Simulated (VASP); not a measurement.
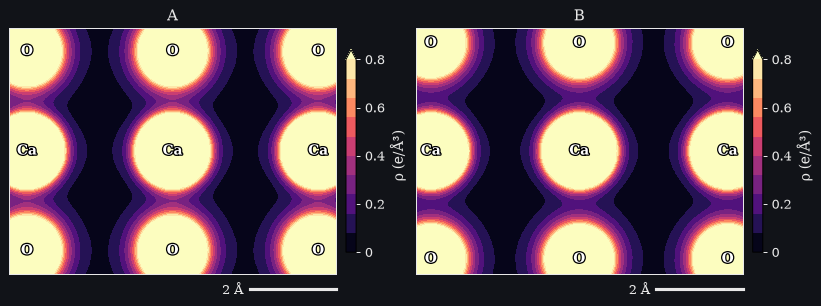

CaO. The valence electron density of two cells that differ in size and shape, on the (101̄) plane of each (indices in the axes of the calculation cell), at one length scale and on one colour scale: B has 14.6 Å³ an atom and A 13.0.

Space group I4/mmm; started from the rocksalt prototype, which need not be the ambient phase.

All numbers below come from DFT, r2SCAN, plane waves, PAW in VASP.

The larger cell:

```
CELL_PARAMETERS angstrom
0.00000 2.49345 2.35222
2.49345 0.00000 2.35222
2.49345 2.49345 0.00000
ATOMIC_POSITIONS crystal
Ca 0.00000 0.00000 0.00000
O 0.50000 0.50000 0.50000
```

The smaller cell: a = 3.362 Å, b = 3.362 Å, c = 3.255 Å, α = 61.05°, β = 61.05°, γ = 57.90°.

### What does the compression do to the bonding and the properties?

From the larger cell to the smaller, Ca–O goes from 2.49 to 2.30 Å, and the density at its midpoint from 0.21 to 0.31 e/Å³; the pressure goes from −4.5 to 10 GPa; the Kohn–Sham gap goes from 4.0 eV to 4.0 eV.
